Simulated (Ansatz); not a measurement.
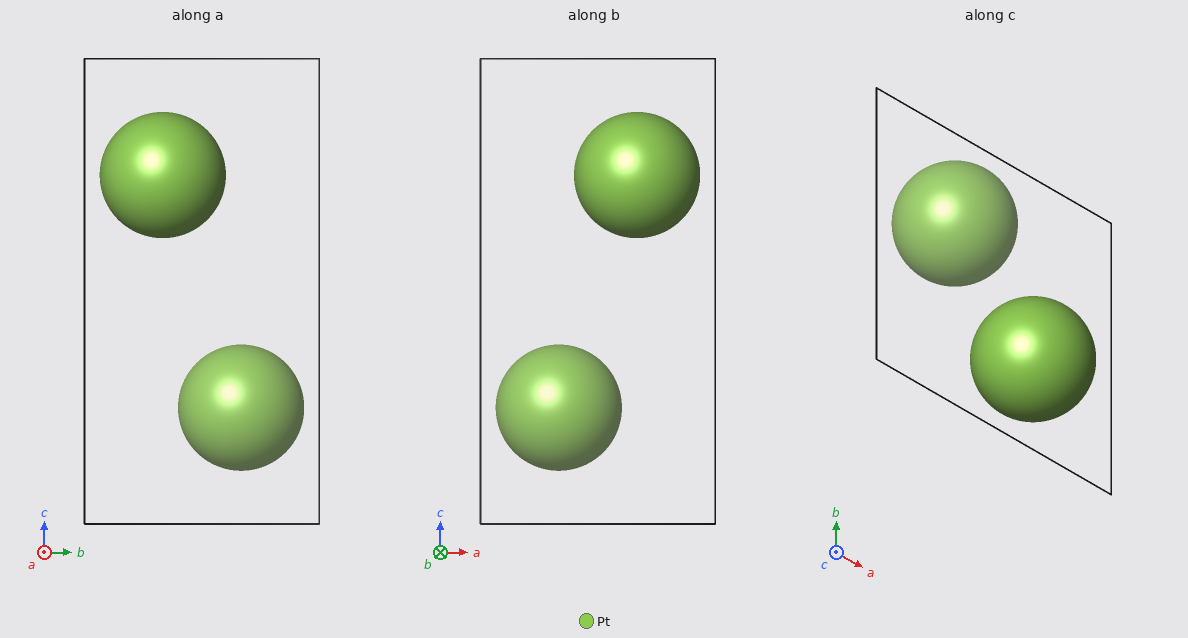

Spheres-only drawing of the structure, looking along the a axis, along the b axis and along the c axis. The frame is the conventional unit cell; atoms at its boundary are shown with their periodic copies.

Lattice parameters: a = 2.768 Å, b = 2.768 Å, c = 4.748 Å, α = 90.00°, β = 90.00°, γ = 120.00°. Put a along x and b in the xy plane.

**Reconstruct the structure as a POSCAR file.**

```
Pt
1.0
     2.768    0.000    0.000
    -1.384    2.397    0.000
     0.000    0.000    4.748
Pt
2
Direct
  0.6667 0.3333 0.7500
  0.3333 0.6667 0.2500
```

The structure was taken from a structure type filled with this element by a generator (whether the element takes this form wasn't checked). Earlier steps of the study may have refined or changed the cell and positions. It was run through Ansatz as a DFT input.

At this level of theory the cell isn't at rest (stretched, at -10 GPa), so its distances can differ from those at equilibrium, the more so the softer the solid.
